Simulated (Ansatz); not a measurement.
**W4S9 (cell charge −1, with a compensating background) (cell with a defect): density, localisation and related maps**

Input file:

```
crystal:
  lattice:
    - [-4.781620989, -4.601116942, 7.4744493696]
    - [6.375494652, -1.8404467768, 7.4744493696]
    - [-1.593873663, 6.4415637188, 7.4744493696]
  atoms:
    - { symbol: S, position: [0.617994763, 0.1312635121, 0.2539266963], spin: 0.143 }
    - { symbol: W, position: [0.0054685709, -0.0056981504, 0.0022209223] }
    - { symbol: W, position: [0.4619301203, 0.3900608479, 0.1504705685] }
    - { symbol: W, position: [0.9310689814, 0.7674933076, 0.3034479718] }
    - { symbol: W, position: [0.3815317852, 0.1513887119, 0.469451762] }
    - { symbol: W, position: [0.849213661, 0.5405795777, 0.6125172176] }
    - { symbol: W, position: [0.7726504439, 0.3130750493, 0.9167587978] }
    - { symbol: W, position: [0.2352320554, 0.6899707679, 0.0769185476] }
    - { symbol: W, position: [0.157456092, 0.4589160566, 0.3858422494] }
    - { symbol: W, position: [0.6166457845, 0.8407811527, 0.5450149163] }
    - { symbol: W, position: [0.0774561933, 0.2300485524, 0.694716528] }
    - { symbol: W, position: [0.5396683594, 0.6152520413, 0.8475171335] }
    - { symbol: W, position: [0.3102954169, 0.9219219448, 0.7700556664] }
    - { symbol: S, position: [0.0979304958, 0.4797804833, 0.6347963629] }
    - { symbol: S, position: [0.4064711574, 0.401963235, 0.4050380194] }
    - { symbol: S, position: [0.8686037671, 0.7892289052, 0.5535080537] }
    - { symbol: S, position: [0.3256267529, 0.1724840508, 0.7159139785] }
    - { symbol: S, position: [0.790647479, 0.561537461, 0.8610579969] }
    - { symbol: S, position: [0.2551058083, 0.9391981959, 0.0187088043] }
    - { symbol: S, position: [0.1792220693, 0.7066570687, 0.3270355401] }
    - { symbol: S, position: [0.6325684042, 0.0905496546, 0.4893410643], spin: 0.143 }
    - { symbol: S, position: [0.558361443, 0.8635053634, 0.7922061932] }
    - { symbol: S, position: [0.0195762247, 0.2470182177, 0.9443377103] }
    - { symbol: S, position: [0.4828920025, 0.6360494756, 0.0960981303] }
    - { symbol: S, position: [0.9550541706, 0.010196449, 0.2471797739], spin: 0.143 }
    - { symbol: S, position: [0.714717174, 0.3340694052, 0.1619512677], spin: 0.143 }
    - { symbol: S, position: [0.9577452826, 0.3396041313, 0.4946151769] }
    - { symbol: S, position: [0.2659038948, 0.2610949419, 0.2642213456] }
    - { symbol: S, position: [0.729037951, 0.6498339038, 0.4143060461] }
    - { symbol: S, position: [0.184571594, 0.0313531996, 0.574626235] }
    - { symbol: S, position: [0.65006286, 0.4208940091, 0.7206317071] }
    - { symbol: S, position: [0.1146592896, 0.7986331294, 0.877979952] }
    - { symbol: S, position: [0.0387573791, 0.5659966844, 0.1865765269] }
    - { symbol: S, position: [0.4896724726, 0.9496160392, 0.3534982199], spin: 0.143 }
    - { symbol: S, position: [0.4173452807, 0.7223997821, 0.6510092036] }
    - { symbol: S, position: [0.8803108778, 0.1080960951, 0.8051126377] }
    - { symbol: S, position: [0.3412688507, 0.494090194, 0.9542870467] }
    - { symbol: S, position: [0.8142398272, 0.8758860774, 0.1088996348], spin: 0.143 }
    - { symbol: S, position: [0.5728180686, 0.1892350524, 0.026607112], spin: 0.143 }
  host:
    lattice:
      - [1.593873663, 0.9202233884, 7.4744493696]
      - [-1.593873663, 0.9202233884, 7.4744493696]
      - [0.0, -1.8404467768, 7.4744493696]
    atoms:
      - { symbol: W, position: [0.0006774491, 0.0006774491, 0.0006774491] }
      - { symbol: S, position: [0.4040742703, 0.4040742703, 0.4040742703] }
      - { symbol: S, position: [0.2639482806, 0.2639482806, 0.2639482806] }
total_charge: -1
basis:
  ecutwfc: 420
  xc_grid: 2
kpoints:
  mp_grid: { grid: [2, 2, 2], shift: [0.5, 0.5, 0.5] }
hamiltonian:
  xc: pbe
scf:
  occupations: { method: gaussian, width: 0.01 }
output:
  forces: true
  stress: false
  eigenvalues: true
  populations: true
  charged_corrections:
    defect_position: [0.69298514, 0.07760053, 0.23144668]
    epsilon: [[11.5894, 0.0, 0.0], [0.0, 11.5894, 0.0], [0.0, 0.0, 3.2073]]
  write_density: true
  write_potential: true
  elf: true
  volumetric_format: npy
magnetization:
  spin_polarized: true
relax:
  adjacent_minimum: "off"
  f_tol: 0.025
  max_steps: 45
```

Run with:

```sh
ansatz run input.yaml --threads 4 --pin off --max-ram 10240MiB --backend cpu --events-out ev --progress --plain --runs-dir out
```

The fields are those of the run's last geometry, not of the input's.

The program warned that a starting moment wasn't kept; spin-polarised, but the moments vanished.

Method: DFT PBE, scalar-relativistic, plane waves, PAW in Ansatz 0.2.0.

Core electrons are frozen (PAW), and the valence fields are smoothed inside the atomic spheres.

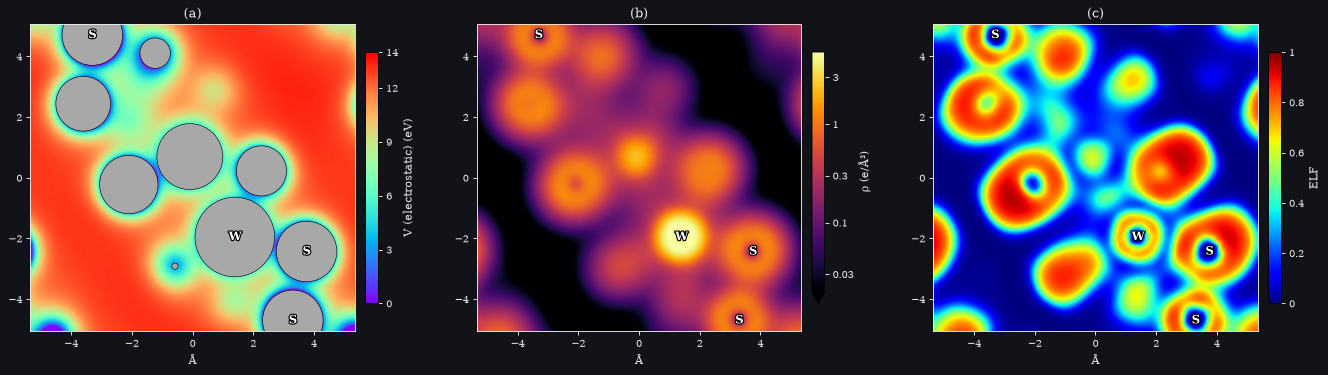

Figure 1. (a) electrostatic potential energy of an electron; (b) valence electron density; (c) ELF on the (100) plane of the calculation cell. Grey discs cover the atomic cores in the potential map.

Q: What does the map show?

A:
- Atoms in the plane: S and W.
- Atoms just off the plane (W, 0.7 Å away and S, 0.3 Å away) can leave unmarked features too.
- S–S (2.32 Å): ρ at the midpoint is about 0.63 e/Å³; the ELF peaks at about 0.80 in the valence shell of S, 0.7 Å from its nucleus, and is about 0.65 at the midpoint.
- W–S (2.42 Å): ρ is about 0.62 e/Å³ halfway; the ELF peaks at about 0.85 in the valence shell of S, 0.8 Å from its nucleus, and is about 0.50 at the midpoint.
- Between the atoms the lowest density in this plane is 0.003 e/Å³.
- The features right at W lie inside the PAW spheres, where the map follows smoothed inner orbitals and isn't to be read closely.
- Outside the cores the potential energy rises away from the atoms and is highest about 2.1 Å from the nearest atoms; its zero is arbitrary.

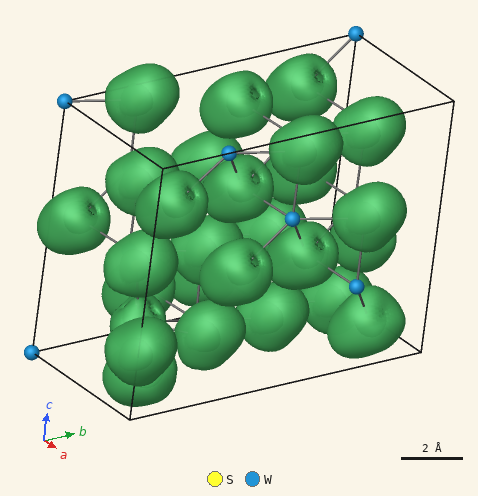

Figure 2. Isosurface of the ELF at 0.7 (green), seen slightly off an axis. Only the valence region is drawn (cores and ρ < 0.01 e/Å³ removed). Sticks mark near contacts.

Q: What do the ELF domains correspond to?

A: At this value the surface marks out 27 regions wrapped around S (the valence shell of each), counted in one cell of 39 atoms. Any copies at cell faces, edges or corners count once. Profiles from the grid: W–S (2.38 Å): the ELF peaks at about 0.85 in the valence shell of S, 0.8 Å from its nucleus, and is about 0.50 at the midpoint.
